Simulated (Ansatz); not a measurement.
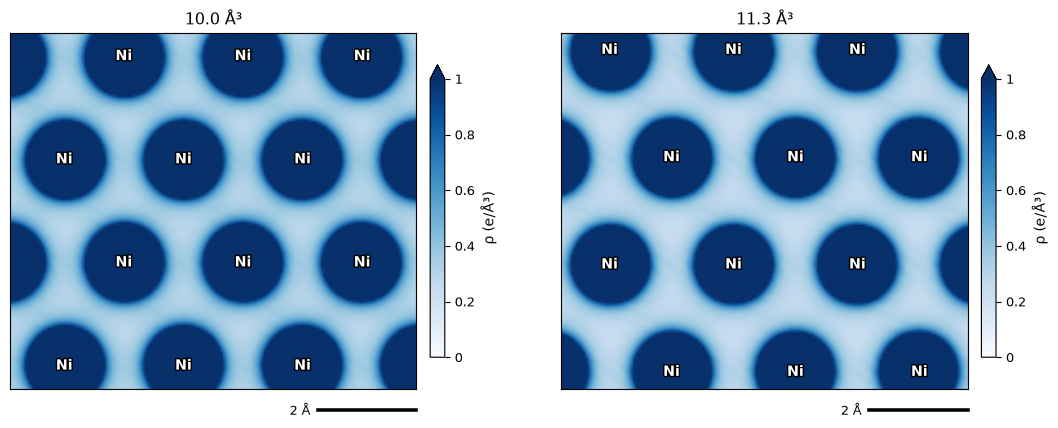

Ni. The valence charge density (pseudo) of cells scaled evenly to different volumes (given per atom above each panel), on the (001) plane of each (indices in the axes of the cell below), at one length scale and on one colour scale.

A generated structure, not necessarily the stable one; spin-polarised.

Method: Ansatz, DFT, m-r2SCAN, plane waves (500 eV) with PAW, scalar-relativistic.

The density is the valence pseudo-density of a PAW calculation; it isn't the true density close to the nuclei.

The largest cell:

```
Ni
1.0
     2.51479    0.00000    0.00000
    -1.25740    2.17787    0.00000
     0.00000    0.00000    8.25049
Ni
4
Direct
  0.00000 0.00000 0.00000
  0.00000 0.00000 0.50000
  0.33333 0.66667 0.25000
  0.66667 0.33333 0.75000
```

| volume (Å³/atom) | Ni–Ni contact in the plane (Å) | ρ at its midpoint (e/Å³) | pressure (GPa) | largest moment (μB) | 
| --- | --- | --- | --- | --- |
| 10.04 | 2.418 | 0.375 | 10.4 | 0.65 | 
| 10.88 | 2.483 | ? | ? | ? | 
| 11.30 | 2.515 | 0.316 | −14.1 | 0.69 | 

Q: What values belong in the row with question marks?

A: Over the known rows ln ρ falls by 1.76 per Å of Ni–Ni distance (the line through the two), which gives 0.334 e/Å³ at 2.483 Å; the calculation gives 0.334 e/Å³. For the pressure, a straight line in volume between the neighbouring rows gives −5.9 GPa; the calculation gives −7.8, lower because pressure rises ever faster on compression. For the largest moment, a straight line in volume between the neighbouring rows gives 0.68 μB; the calculation gives 0.68.
